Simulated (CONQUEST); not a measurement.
**Ta: 7 runs along one coordinate**

System: Ta (Fm-3m, 2 atoms in the cell).
Method: Kohn-Sham DFT of a periodic cell, PBE, PseudoDojo NC PBE, no spin polarisation (CONQUEST 1.3).

The 7 runs differ only in the geometry, by an even scaling of the cell at fixed fractional positions. The structure derives from an entry of the Crystallography Open Database.

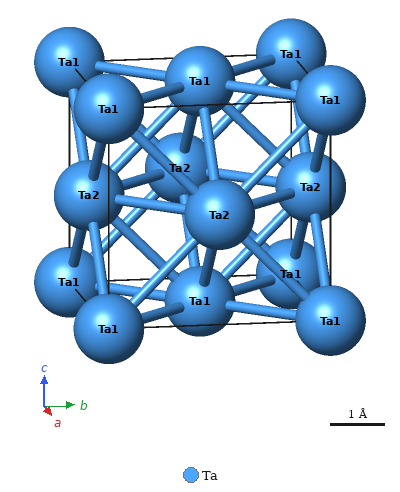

Figure 1. The structure of run 4 (ball-and-stick view of the cell 2 times as large as that of the calculation, set on its symmetry axes, seen slightly off an axis; atoms are numbered from 1 in the order of the input).

## Input of run 4
```
IO.Title Ta
IO.Coordinates coords.dat
IO.FractionalAtomicCoords T
IO.Iprint 2
IO.Iprint_init 1
General.NumberOfSpecies 1
General.PseudopotentialType hamann
AtomMove.TypeOfRun static
AtomMove.FullStress T
Grid.PointsAlongX 32
Grid.PointsAlongY 32
Grid.PointsAlongZ 40
DM.SolutionMethod diagon
Diag.MPMesh T
Diag.GammaCentred T
Diag.MPMeshX 9
Diag.MPMeshY 9
Diag.MPMeshZ 6
Diag.kT 0.00183747
minE.SCTolerance 1e-6
SC.MaxIters 100
IO.AtomChargeOutput T
%block ChemicalSpeciesLabel
1 180.950 Ta
%endblock
```

Command:
```bash
Conquest
```

Lattice vectors (Å) and fractional positions of run 4:
```
   2.983991    0.000000    0.000000
   0.000000    2.983991    0.000000
   0.000000    0.000000    4.220000
Ta  0.000000  0.000000  0.000000
Ta  0.500000  0.500000  0.500000
```

Run 6 has the same physical settings and fractional positions; its lattice vectors (Å) are:
```
   3.023258    0.000000    0.000000
   0.000000    3.023258    0.000000
   0.000000    0.000000    4.275533
```

## Results, with one run withheld

| run | volume per atom (Å³) | free energy per atom, from the lowest run given (meV) | pressure (GPa) |
| --- | --- | --- | --- |
| 1 | 17.661 | 59.37 | 15.57 |
| 2 | 18.036 | 28.44 | 10.71 |
| 3 | 18.412 | 8.88 | 5.93 |
| 4 | 18.788 | 0.00 | 1.59 |
| 5 | 19.164 | 0.81 | −2.21 |
| 6 | 19.539 | ? | ? |
| 7 | 19.915 | 26.16 | −8.54 |

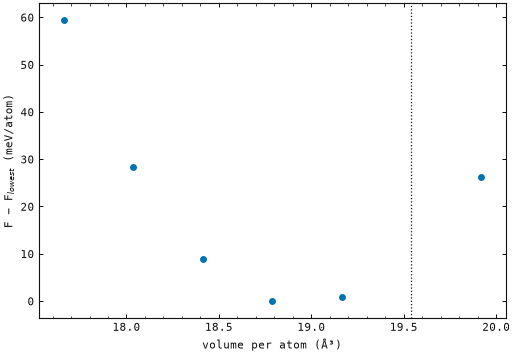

Figure 2. Free energy per atom of the runs given; the dotted line marks run 6.

Fit the runs given and predict run 6.

A cubic polynomial in V^(−2/3) (the Birch–Murnaghan form), fitted to the 6 runs given, misses them by at most 0.12 meV per atom. With x = V^(−2/3) − 0.14225 Å⁻², it reads F = 2.424 + 4055.1 x + 1.3088e+06 x² + 3.1352e+06 x³ (meV per atom). At run 6 it gives 9.67 meV per atom, and the run itself gives 9.95. The slope of the fit gives a pressure −dF/dV of −5.49 GPa there, and the run prints −5.48 GPa. The fit has its minimum at 18.949 Å³ per atom, where V d²F/dV² gives 193 GPa: the bulk modulus at this level, since symmetry fixes the shape and the positions.

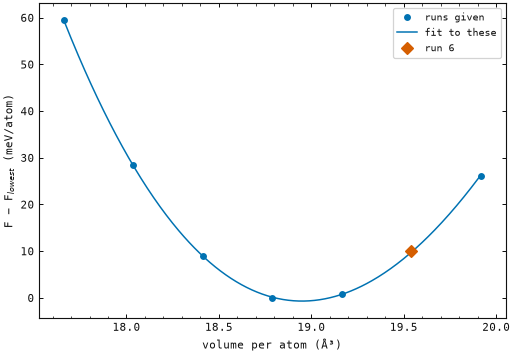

Figure 3. The fit and the withheld run.

## Some lines of the output (run 6)
```
[...]
          DFT Total Energy                 :      -130.156999983763853 Ha
          Free Energy (E-TS)               :      -130.167483614197266 Ha
          DFT Total Energy                 :      -130.165623350608399 Ha
          Free Energy (E-TS)               :      -130.166680440878309 Ha
          DFT Total Energy                 :      -130.166043875777774 Ha
          Free Energy (E-TS)               :      -130.166668083979062 Ha
          DFT Total Energy                 :      -130.166048891437725 Ha
          Free Energy (E-TS)               :      -130.166668142282447 Ha
          DFT Total Energy                 :      -130.166048852673100 Ha
          Free Energy (E-TS)               :      -130.166667912174773 Ha
          DFT Total Energy                 :      -130.166048785687565 Ha
      | Free Energy as E-TS      =      -130.166667912174773 Ha
      |* DFT total energy        =      -130.166048785687565 Ha
    force: Average pressure:     -5.48435254 GPa
```

Notes: Spin–orbit coupling is left out, which matters for Ta. With a small basis of atomic orbitals these values can differ much from converged plane-wave results.
